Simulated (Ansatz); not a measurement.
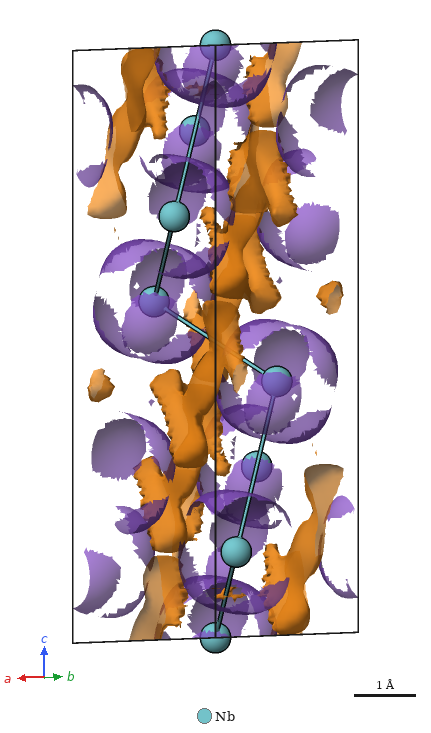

Figure. Nb. Density of the crystal less the sum of free-atom densities: orange surfaces at +0.05 and purple ones at −0.05 e/Å³, in the conventional cell seen along [110] (the regions close to the nuclei are left out). Cores are masked to 1.0 Å (Nb).

Space group P-1; the calculation finds a residual pressure of about −9 GPa at this fixed cell. This isn't the usual form at ambient conditions. The cell comes from a database of computed structures, not from a measurement.

These are results of DFT LDA, scalar-relativistic, plane waves, PAW in Ansatz 0.2.0, not measurements.

Core electrons are frozen (PAW), so the fields are smoothed inside the atomic spheres.

**What does the deformation density say about the bonding?**

Nb–Nb (2.78 Å): Δρ is +0.06 e/Å³ at the midpoint.
- Over the whole cell, outside the masked cores, the largest gain, 0.06 e/Å³, lies 1.4 Å from a niobium nucleus, and the largest loss lies at the edge of the masked core of Nb.
- In all about 0.41 e an atom is rearranged against the free atoms.
